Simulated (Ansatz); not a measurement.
# Calculations on WS$_{2}$

**1. Relaxation**

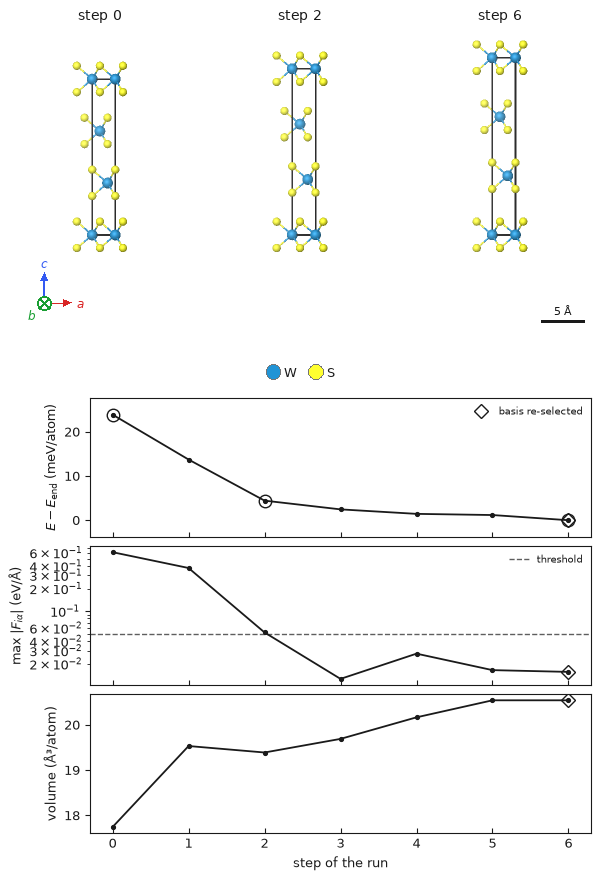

Frames of a relaxation of crystalline WS₂ (set up in R3m) (coarse preliminary run), marked on the history of the run. A ball-and-stick model of the conventional cell (3 times the calculation's cell), seen along the b axis. Lengths and directions refer to the drawn axes.

Level of theory: DFT PBE, scalar-relativistic, plane waves, PAW (Ansatz 0.2.0). (plane-wave cutoff 420 eV; k-point mesh 6 × 6 × 6; occupations gaussian; smearing width 0.1 eV; no spin polarisation; cell and atoms relaxed; force threshold 0.05 eV/Å; at most 80 steps)

Question: Describe the path.

Answer: The largest move relative to the cell is that of an S atom, 0.22 Å along −c. By element the largest moves are S 0.22 Å, W 0.01 Å. The drawn cell changes as follows: a = b 3.158 → 3.187 Å (+0.9 %), c 18.490 → 21.013 Å (+13.6 %); the volume changes by +15.8 %. Among the contacts that change: W–W 3.158 → 3.187 Å, S–W 2.391 → 2.419 Å. The space group stays R3m (No. 160). After 5 accepted moves (6 points after the start) the energy has fallen by 23.9 meV per atom. The largest force component goes from 0.61 to 0.016 eV/Å. The pressure goes from 4.59 to 0.20 GPa. At 1 point the geometry stayed and the basis and grid were re-selected for the new cell (energy shift of 1.2 meV per atom at most each time). From step 0 to 2: an S atom moves most (0.11 Å), volume +9.3 %, energy −19.5 meV per atom. From step 2 to 6: S atoms move most (0.10 Å), volume +5.9 %, energy −4.4 meV per atom.

```csv
step,"E − E(0), meV/atom","largest force component, eV/Å","pressure, GPa","volume, Å³/atom",note
0,0.00,0.6087,4.59,17.744,
1,-10.16,0.3752,-0.61,19.532,
2,-19.46,0.0522,0.16,19.389,
3,-21.44,0.0126,0.43,19.690,
4,-22.45,0.0273,0.39,20.166,
5,-22.72,0.0165,0.13,20.542,
6,-23.89,0.0156,0.20,20.542,"same geometry, new basis"
```

**2. Relaxation**

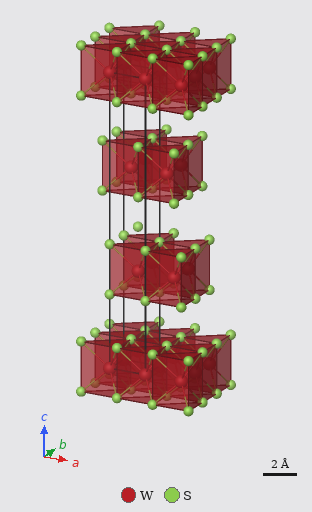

A crystal of WS2 (set up in R3m) (coarse preliminary run), before the relaxation. A polyhedral model of the conventional cell (3 times the calculation's cell), repeated 2 × 2 × 1 with one cell outlined, seen slightly off an axis. Lengths and directions refer to the drawn axes.

Theory: Ansatz 0.2.0, DFT PBE+D3(BJ), scalar-relativistic, plane waves, PAW.

Input
```yaml
crystal:
  lattice:
    - [1.5790003843, 0.9116362969, 6.16333]
    - [-1.5790003843, 0.9116362969, 6.16333]
    - [0.0, -1.8232725938, 6.16333]
  atoms:
    - { symbol: W, position: [0.0, 0.0, 0.0] }
    - { symbol: S, position: [0.7503, 0.7503, 0.7503] }
    - { symbol: S, position: [0.581, 0.581, 0.581] }
basis:
  ecutwfc: 420
kpoints:
  mp_grid: { grid: [6, 6, 6] }
hamiltonian:
  xc: pbe
  dispersion: d3bj
scf:
  occupations: { method: gaussian, width: 0.1 }
output:
  forces: true
  stress: true
  eigenvalues: true
relax:
  adjacent_minimum: "off"
  f_tol: 0.05
  max_steps: 80
  cell: { stress_tol: 0.5 }
```

Command:
```bash
ansatz run input.yaml --threads 1 --pin off --max-ram 2560MiB --backend cpu --events-out ev --progress --plain --runs-dir out
```

### Predict the outcome.

After 2 accepted moves (3 points after the start) the energy has fallen by 3.8 meV per atom. The largest force component goes from 0.61 to 0.039 eV/Å. Pressure: 0.55 GPa at the start and −0.19 GPa at the end. The SCF was repeated once at an unchanged geometry on a basis and grid sized afresh for the cell, which shifted the energy by 0.1 meV per atom at most. The largest move relative to the cell is that of S2, 0.044 Å along −c. By element the largest moves are S 0.044 Å, W 0.012 Å. The volume changes by −1.9 %, with a = b 3.158 → 3.157 Å (0.0 %), c 18.490 → 18.156 Å (−1.8 %). Among the contacts that change: W1–S2 2.391 → 2.408 Å, W1–S3 2.415 → 2.409 Å. The space group stays R3m (No. 160). Cost: 8.8 s on 1 thread of AMD EPYC 7R43 64-Core Processor (Zen 3) (shared host), peak memory 0.4 GiB.

The end point in the same view:

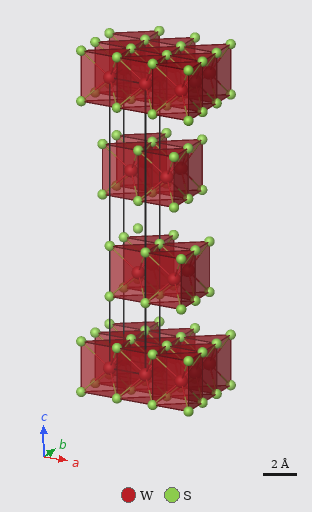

**3. A change**

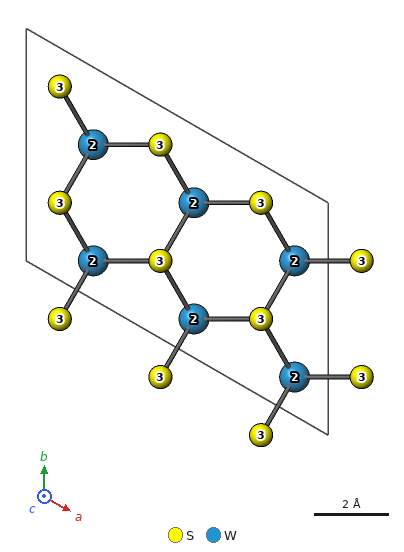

This is a slab of composition WS2 (cut from the R3m phase). A ball-and-stick model of the 3 × 2 repeat of the cell, outlined in the plane, without the vacuum, seen along the c axis.

Level of theory: DFT PBE+D3(BJ), scalar-relativistic, plane waves, PAW in Ansatz 0.2.0. (plane-wave cutoff 420 eV; k-point mesh 12 × 12 × 1; occupations gaussian; smearing width 0.02 eV; no spin polarisation)

Change: The sheet is strained in its plane (along x) by +2.0 %. The atoms are relaxed.

The input:
```yaml
crystal:
  lattice:
    - [3.2229348643, 0.0, 0.0]
    - [-1.6114674321, 2.736415164, 0.0]
    - [0.0, 0.0, 32.2905332489]
  atoms:
    - { symbol: S, position: [0.3333333333, 0.6666666667, 0.451202317] }
    - { symbol: W, position: [0.6666666667, 0.3333333333, 0.5000058821] }
    - { symbol: S, position: [0.3333333333, 0.6666666667, 0.5488105816] }
  periodic: [true, true, false]
basis:
  ecutwfc: 420
kpoints:
  mp_grid: { grid: [12, 12, 1] }
  band_path:
    path:
      - [0, 0, 0]
      - [0.5, 0, 0]
      - [0.3333333333333, 0.3333333333333, 0]
      - [0, 0, 0]
    npoints: 8
hamiltonian:
  xc: pbe
  dispersion: d3bj
scf:
  occupations: { method: gaussian, width: 0.02 }
output:
  forces: true
  stress: true
  eigenvalues: true
  write_density: true
  write_potential: true
  elf: true
  volumetric_format: npy
relax:
  adjacent_minimum: "off"
  f_tol: 0.01
  max_steps: 40
```

Command:
```bash
ansatz run input.yaml --threads 1 --pin off --max-ram 2560MiB --backend cpu --events-out ev --progress --plain --runs-dir out
```

Predict the response.

It costs 5.2 meV per atom. In the plane the drawn cell goes a 9.479 → 9.669 Å (+2.0 %), b 6.319 → 6.351 Å (+0.5 %). The largest moves relative to the cell and the layer's centre, 0.011 Å, are those of S1 and S3. S3 goes at 10° to the normal (−c side). Largest moves by element: S 0.011 Å, W 0.004 Å. Among the bonded contacts that change: S–W 2.411 → 2.408 to 2.422 Å. The space group (tolerance 0.01 Å) goes from P-6m2 (No. 187) to Amm2 (No. 38).

Drawn alike, the variant:

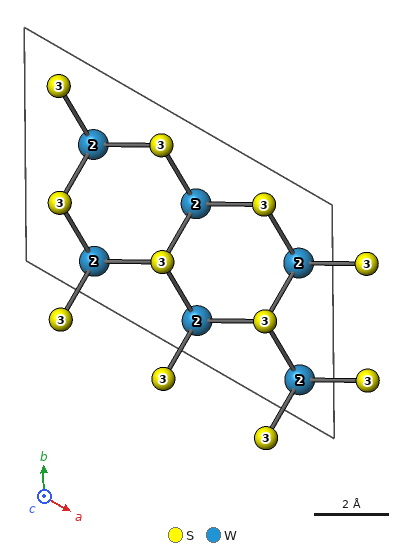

**4. Series**

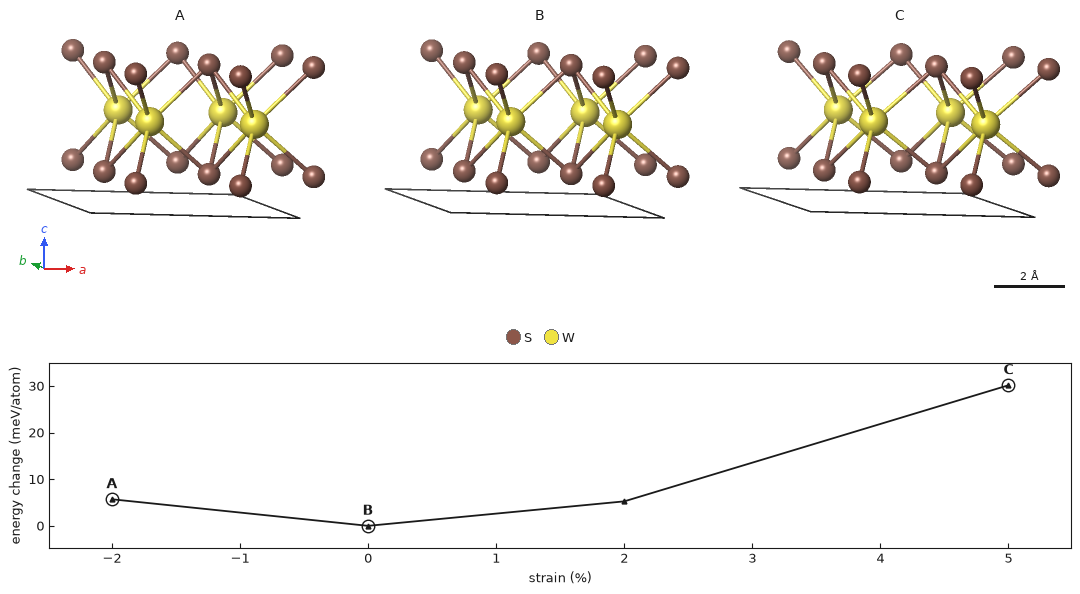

Members of a series of calculations on a slab of composition WS₂ (cut from the R3m phase), marked on the first curve. A ball-and-stick model of the 2 × 2 repeat of the cell, outlined in the plane, without the vacuum, seen slightly off an axis.

All numbers below come from Ansatz, DFT PBE+D3(BJ), scalar-relativistic, plane waves, PAW. (plane-wave cutoff 420 eV; k-point mesh 12 × 12 × 1; occupations gaussian; smearing width 0.02 eV; no spin polarisation)

Describe the series.

Answer. A sheet under strain in its plane, along x. A (strain −2.0 %): energy change 5.7 meV/atom. B (strain 0.0 %): energy change 0.0 meV/atom. C (strain 5.0 %): energy change 30.2 meV/atom. The rest compares A with C. In the plane the drawn cell goes a 6.193 → 6.635 Å (+7.1 %), b 6.288 → 6.400 Å (+1.8 %). Some distances before and after: S–W 2.400 → 2.440 Å, S–W 2.414 → 2.405 Å.
